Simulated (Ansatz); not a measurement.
# Run report: SbS2, band-structure calculation

The run: band-structure calculation of SbS2 (P-3m1, 3 atoms in the cell). Method and program: DFT with r2SCAN, PAW plane waves, no spin polarisation (Ansatz 0.2.0).

The structure is a generated one, with these elements put on the sites of a known structure type; it need not be a known phase. Figures and captions count atoms from 1; the log counts them from 0 in places.

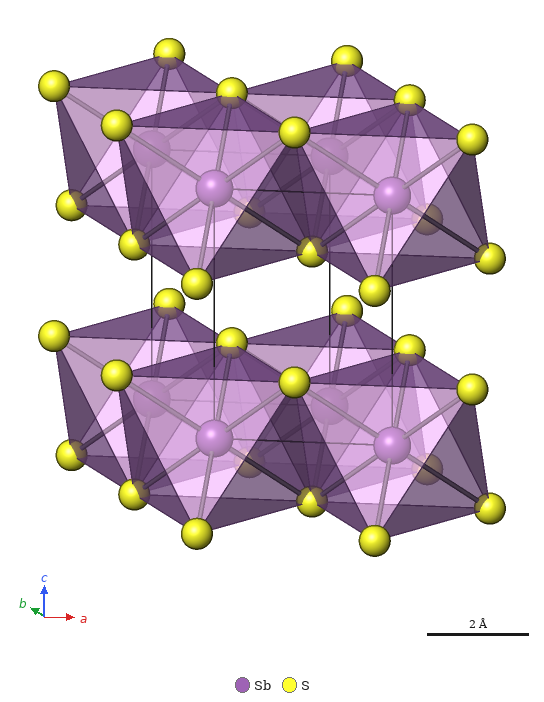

The structure (polyhedral view of the reduced cell, seen slightly off an axis; polyhedra are completed across the faces of the cell).

### Input file
```yaml
crystal:
  lattice:
    - [1.787367, 3.095806, 0.0]
    - [-1.787367, 3.095806, 0.0]
    - [0.0, 0.0, 5.093732]
  atoms:
    - { symbol: Sb, position: [0.0, 0.0, 0.0] }
    - { symbol: S, position: [0.6667, 0.6666, 0.2859] }
    - { symbol: S, position: [0.3333, 0.3334, 0.7141] }
  symmetry: { tolerance: 0.0003 }
kpoints:
  mp_grid: { grid: [11, 11, 7], shift: [0, 0, 0] }
  band_path:
    path:
      - [0.0, 0.0, 0.0]
      - [0.49999987, 0.50000004, 0.0]
      - [0.33333324, 0.66666685, 0.0]
      - [0.0, 0.0, 0.0]
      - [0.0, 0.0, 0.5]
      - [0.49999987, 0.50000004, 0.5]
      - [0.33333324, 0.66666685, 0.5]
      - [0.0, 0.0, 0.5]
      - [0.49999987, 0.50000004, 0.5]
      - [0.49999987, 0.50000004, 0.0]
      - [0.33333324, 0.66666685, 0.5]
    npoints: 14
magnetization:
  spin_polarized: false
scf:
  occupations: { method: fermi_dirac }
  lower_state_search: "off"
  max_iter: 200
hamiltonian:
  pseudopotentials: { kind: paw }
  xc: r2scan
basis:
  ecutwfc: 500
  fft_grid_basis: typed
output:
  forces: true
  stress: true
  eigenvalues: true
  bader: true
  populations: true
  elf: true
  write_potential: true
  volumetric_format: npy
  dos:
    e_range: [-12, 8]
    de: 0.05
    projected: { site_lists: { S: [S], Sb: [Sb] } }
  write_density: true
checkpoint:
  read: saved_state
```

Launched with:
```bash
ansatz run input.yaml --threads 1 --pin off --max-ram 2560MiB --backend cpu --events-out ev --progress --plain --runs-dir out
```

### What the program printed
```
Warning: the atoms were moved onto the symmetric positions of the space group found under crystal.symmetry.tolerance 3.0e-4 (fractional; no operation is sought that the atoms, as they stand in a round, miss by more than twice it, and no atom is moved by as much as it), and the run uses the moved positions. Before a round's move an operation carried an atom to 3.57e-4 Å from where it should land, the largest such distance. Atom 1 (counting from 0) moved farthest, by 2.06e-4 Å; the longest move in fractions of the cell, of whichever atom, is 0.24 of the tolerance, in 1 round. To run the atoms as typed, lower crystal.symmetry.tolerance until the operations that they miss are no longer found, or set crystal.symmetry.detect: false (a key that needs symmetry detection or time reversal refuses this as the deck is read). The positions used, in the order of the run's atom list: position: [0.0, 0.0, 0.0]; position: [0.6666666666666666, 0.6666666666666666, 0.2859]; position: [0.3333333333333333, 0.3333333333333333, 0.7141]; The lattice was moved too: crystal.lattice misses the space group found at crystal.symmetry.tolerance 3.0e-4 in a digit that the deck types, which is why this is a warning: making the lattice exact moves one of its numbers by a whole unit of that number's last typed decimal, or more. The operation that it misses by the most changes a squared length by the fraction 2.49e-6. The run uses the lattice that is a stretch of the typed one, with no rotation, onto the one that keeps every operation to a double's rounding (on a very oblique basis the stretch itself rounds by more); the deck's lattice vector that moved farthest moved by 2.57e-6 Å. To run the lattice as typed, set crystal.symmetry.tolerance under 2.49e-6, the least fraction by which an operation that the lattice misses changes a squared length (the same key also sets how far an atom may lie from its image, so lowering it can lose operations that the atoms keep only within it), or set crystal.symmetry.detect: false, as for the atoms. crystal.lattice made exact, in Å and degrees: [[1.7873657137298922, 3.0958082278867822, 0.0], [-1.7873657137298922, 3.0958082278867822, 0.0], [0.0, 0.0, 5.093732]]. Pasted over the deck's crystal.lattice, beside positions in fractional coordinates, it runs the same cell (given as lengths and angles, that cell in the form's own orientation, a rigid turn of the misfit's size from the one run here, for which a checkpoint.post_process_only pass over this run's state can be refused: where this run relaxes nothing, give such a pass this deck's own crystal.lattice, as typed; behind a relaxation, as crystal.lattice, the state's own cell, identity.cell in its checkpoint.json), and a matrix so pasted ends this notice, except on a very skew basis of the lattice, where the rounding of the pasted numbers themselves can read as a misfit: the cell is then moved again, and that move is told again. The lattice as run is in this notice's lattice.as_run_ang field (Run.prep()["deck_notices"] in Python, the deck_notice line of an events file, deck_notices of ansatz run --dry-run=json, or deck_notices in record.json in the deck's checkpoint.write directory).
Engine: ansatz 0.2.0, x86_64-unknown-linux-gnu
Pseudopotentials: kind: paw
Pseudopotential: Sb, paw, valence charge 15, recommended cutoff 500 eV (meta_gga), Sb.paw.azcp
Pseudopotential: S, paw, valence charge 6, recommended cutoff 500 eV (meta_gga), S.paw.azcp
Functional definition: r2SCAN
  parameter k0 = 0.174
  parameter k1 = 0.065
  parameter a1 = 4.9479
  exchange = r2scan_x(k0 = k0, k1 = k1, a1 = a1)
  correlation = r2scan_c
Crystal: 3 atoms, lattice volume = 56.371 Å³
Basis set: ecut = 500 eV, 1459 PW (Γ), exchange–correlation on 108×108×160 points (64 copies of the dense FFT grid, shifted against one another)
Bands: 18, of which v1, the nominal top of the filled ones, is band 14 counted from 1 (13 counted from 0)
Symmetry: 12 space group operations
Space group: P-3m1 (ITA 164), of the structure as read, at distance tolerance 1.2e-3 Å
k-points: 94 of 847
Non-local potential: Sb, projectors of the file, l = 0: 2, l = 1: 2, l = 2: 2, l = 3: 2
Non-local potential: S, projectors of the file, l = 0: 2, l = 1: 2, l = 2: 2
PAW form: soft (Blöchl's): semilocal exchange-correlation on the pseudo side does not see the compensation charge
PAW frozen core: Sb, regenerated for the run's functional (the file was generated under x = pbe(κ = 0.804, μ = 0.2195149727645171), c = pbe(β = 0.06672455060314922))
PAW frozen core: S, regenerated for the run's functional (the file was generated under x = pbe(κ = 0.804, μ = 0.2195149727645171), c = pbe(β = 0.06672455060314922))
PAW one-centre angular grid: Sb, 590 points (default); XC on 160 Gauss nodes
PAW one-centre angular grid: S, 302 points (default); XC on 160 Gauss nodes
Initial density: read from a saved state, or passed on in memory by an earlier SCF of this step, an earlier step, the calling program or the single point that the run made first
Initial wavefunctions: pseudopotential atomic-orbital guess
Functional: x = r2scan, c = r2scan; τ floored in thin density (d = 2e-4 eV/Å³)
iter 1 solved again at ethr=8.29e-7 eV; its pass at ethr=3.10e-3 eV (dr2=2.24e-4 eV) is discarded
SCF iter   1: F=-8310.482574 eV  HF=-8310.482135 eV  |F-HF|=4.39e-4  |Δ(HF+E_count)|=         —  Δρ=7.66e-4  dr2=2.24e-4  dr2_τ=5.24e-4  ethr=8.29e-7  ⟨swp⟩=2.7  Hψ=14103  notcnv=0
preconditioner: auto → Kerker (q_TF=auto, 2.413 Å⁻¹)  [metal: Δε(μ)=0.024 eV  Ē_g=11.148 eV  σ=0.100 eV  W_gap=0.06  n_scr=20 (ndim 8)  ℏωp=20.4 eV  f_vac=0.001  D(μ)=1.26/eV (n_scr^D=2)]
SCF iter   2: F=-8310.482654 eV  HF=-8310.482639 eV  |F-HF|=1.56e-5  |Δ(HF+E_count)|=   5.04e-4  Δρ=4.39e-4  dr2=8.32e-5  dr2_τ=1.27e-5  ethr=8.28e-7  ⟨swp⟩=2.0  Hψ=2806  notcnv=0
SCF iter   3: F=-8310.482677 eV  HF=-8310.482676 eV  |F-HF|=9.74e-7  |Δ(HF+E_count)|=   3.77e-5  Δρ=6.55e-5  dr2=3.64e-6  dr2_τ=1.92e-7  ethr=3.08e-7  ⟨swp⟩=2.2  Hψ=2294  notcnv=0
SCF iter   4: F=-8310.482678 eV  HF=-8310.482678 eV  |F-HF|=1.10e-7  |Δ(HF+E_count)|=   1.76e-6  Δρ=2.91e-5  dr2=5.38e-7  dr2_τ=3.46e-8  ethr=1.35e-8  ⟨swp⟩=2.3  Hψ=2280  notcnv=0
SCF iter   5: F=-8310.482678 eV  HF=-8310.482678 eV  |F-HF|=2.47e-8  |Δ(HF+E_count)|=   1.57e-7  Δρ=6.58e-6  dr2=2.79e-8  dr2_τ=2.73e-9  ethr=3.70e-10  ⟨swp⟩=10.0  Hψ=13052  notcnv=0
SCF 1 converged in 5 iterations: F = -8310.482678 eV  dr2 = 2.79e-8
  greatest PAW one-centre occupation: 0.995 electrons in one spin orbital (limit 2), on the Sb atom at site 0 (counted from 0), in its partial waves of l = 2
NSCF: frozen V_eff on 141 k-points
SCF converged after 5 iterations
Free energy (F): -8310.482678 eV
Harris-Foulkes:  -8310.482678 eV  (|F-HF|=2.47e-8)
Internal energy: -8310.440686 eV  (E = F + TS)
E sigma→0 (E₀):  -8310.461682 eV
Entropy (-TS):   -0.041992 eV (-13.997 meV/atom)
Fermi energy:    11.174341 eV
--- Per-component energies (eV) ---
  E_band       = -135.254725
  E_kinetic    = 427.073040
  E_local      = -1869.285862  (includes V_loc(G=0)·N_el)
  E_nonlocal   = 422.890183
  E_hartree    = 841.421550
  E_xc         = -313.597384
  E_vxc        = -295.431785  (∫ρ·V_xc dr)
  E_paw        = -5822.398517  (= ΣΔE_a)
  E_vpaw       = -518.972285  (= ΣTr[D̂ρ^β])
  E_aug_tail   = 0.000001  (compensation charges beyond the density's cutoff)
  E_vtau       = 15.631278  (kinetic-family band-sum trace: ∫τ·v_τ [+ j·A + Jᵃ·Aᵃ] dr)
  E_ewald      = -1996.830202
  E_core_change = 0.286503  (= ΣΔE_core)
  E_smearing   = -0.041992  (= −TS)
  E_closure    = 0.000000  (closes the sum)
  Σ components = -8310.482678   (vs F -8310.482678, Δ=0.00e0)
--- Forces (eV/Å), atoms counted from 1 ---
  atom   1  Sb     0.00000000     0.00000000     0.00000000
  atom   2  S      0.00000000    -0.00000000     0.82990449
  atom   3  S     -0.00000000     0.00000000    -0.82990449
  max |Σ_I F_I| component: 1.11e-16 eV/Å
--- Stress (GPa, compression-positive) ---
       17.951747       0.000000       0.000000
       -0.000000      17.951747      -0.000000
        0.000000       0.000000      21.718092
  P = ⅓ Tr σ = 19.2072 GPa (192.072 kbar)
--- Band table (eV; the first three rows and the last of 94) ---
  k-point 0: bands = ["-19.9616", "-19.9616", "-19.9500", "-19.9273", "-19.9273", "-6.5325", "-3.0639", "1.7177", "8.0907", "8.0907", "8.2642", "8.2642", "9.9943", "10.6359", "12.5611", "14.1467", "14.1467", "18.8065"]
  k-point 1: bands = ["-19.9616", "-19.9616", "-19.9499", "-19.9273", "-19.9273", "-6.4537", "-3.3324", "2.1327", "7.9752", "7.9752", "8.4320", "8.4320", "9.1399", "11.2525", "12.5965", "13.9332", "13.9332", "18.4416"]
  k-point 2: bands = ["-19.9616", "-19.9616", "-19.9497", "-19.9273", "-19.9273", "-6.2390", "-3.9003", "3.1290", "7.8626", "7.8626", "7.8759", "8.6704", "8.6704", "11.8869", "12.6522", "13.4992", "13.4992", "17.7457"]
  k-point 93: bands = ["-19.9771", "-19.9661", "-19.9272", "-19.9183", "-19.9137", "-3.1478", "-3.0252", "-0.0118", "3.5870", "3.8429", "4.5327", "9.1531", "9.4263", "12.2518", "14.3470", "14.6126", "15.5283", "17.9433"]
--- Löwdin populations: 3 sites ---
  site symbol       q [e]
     0     Sb     14.0657
     1      S      6.3475
     2      S      6.3475
  spilling = 0.008860 (of n_electrons = 27.000000)
--- Bader charges: 3 sites ---
  site symbol  charge [e]  shift [e]
     0     Sb      1.5185     0.0025
     1      S     -0.7593     0.0013
     2      S     -0.7593     0.0013
  estimated error of the sums over rays = 5.2e-4 e
```

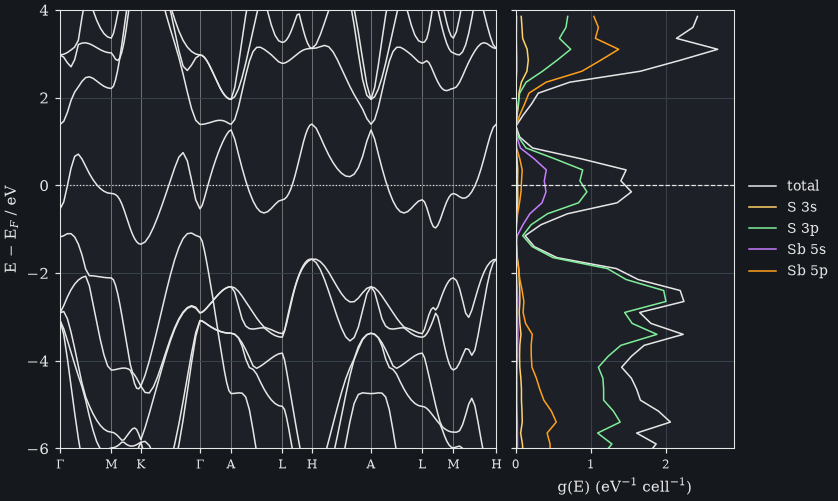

Band structure along Γ–M–K–Γ–A–L–H–A–L–M–H and density of states (projected on Löwdin-orthogonalised atomic shells), with energies from the Fermi level. Bands cross the Fermi level: a metal at this level of theory.

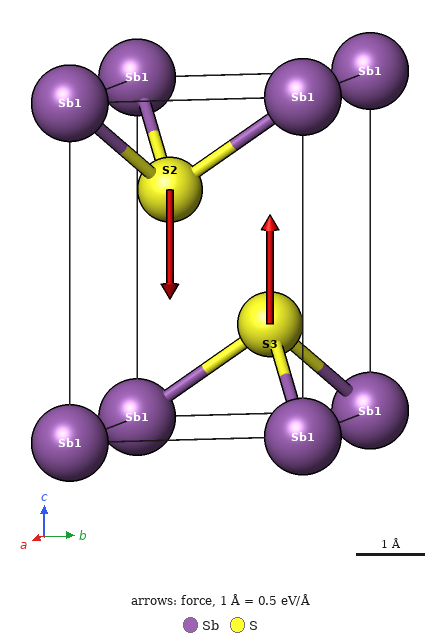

Forces on the atoms as red arrows (ball-and-stick view of the reduced cell, seen slightly off an axis; atoms are numbered from 1 in the order of the input). The largest act on S2, S3 (0.83 eV/Å). The geometry is not a stationary point of this energy.

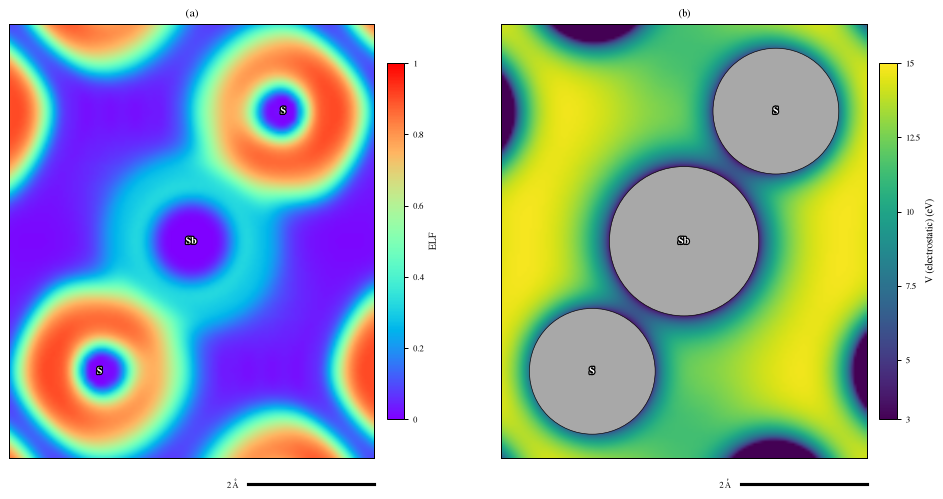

(a) electron localisation function; (b) electrostatic potential (local pseudopotential plus Hartree) felt by an electron on the (110) plane of the conventional cell. Grey discs, where drawn, cover atomic cores. Atoms in the plane: Sb and S. Sb–S (2.53 Å): the ELF is about 0.60 at the midpoint. Outside the cores the potential energy rises away from the atoms and is highest about 2.1 Å from the nearest atoms; outside the discs it spans about 11 eV, and its zero is arbitrary. Core electrons are frozen (PAW), so the fields are smoothed inside the atomic spheres.

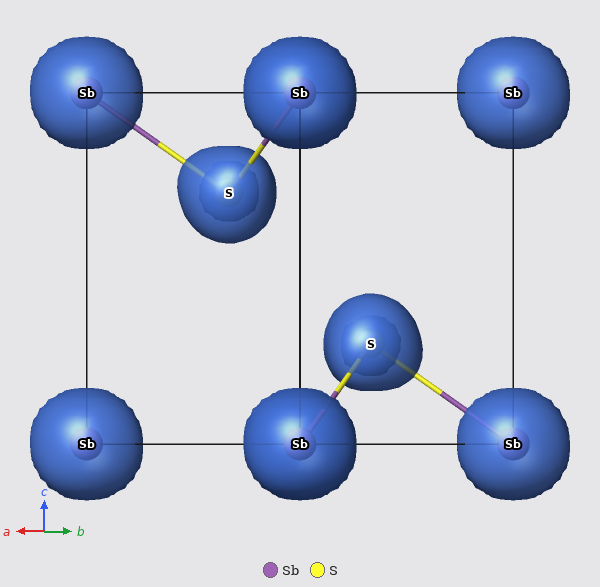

Isosurface of the valence electron density at 1 e/Å³ (blue), seen along [110]. Sticks mark near contacts. The outline is the cell set on symmetry axes. At this value the density breaks into separate islands; it holds about 45 % of the electrons treated as valence (semicore included). It is pinched off along the Sb–S (2.53 Å) contacts. On the grid the lowest density along these lines, outside the cores, is 0.51 e/Å³ (Sb–S, 2.53 Å).

### Results in brief

| quantity | value |
| --- | --- |
| outcome | converged |
| space group (tolerance 0.01 Å) | P-3m1 (164) |
| electrons treated | 27 |
| free energy | −8310.4827 eV |
| Fermi energy | 11.174 eV |
| pressure | 19.21 GPa |
| electronic character | metal |
| largest force (length of the vector) | 0.830 eV/Å |
| hardware | 1 thread of an x86-64 CPU, shared host |
| wall time | 29 s |
| peak memory | 0.57 GiB |

### Notes

The program warns: the structure was made exactly symmetric. The cell holds an odd number of electrons but the run has no spin polarisation, so it comes out as a metal. The cell is under a pressure of 19.2 GPa at this level, so it is not at its equilibrium volume.
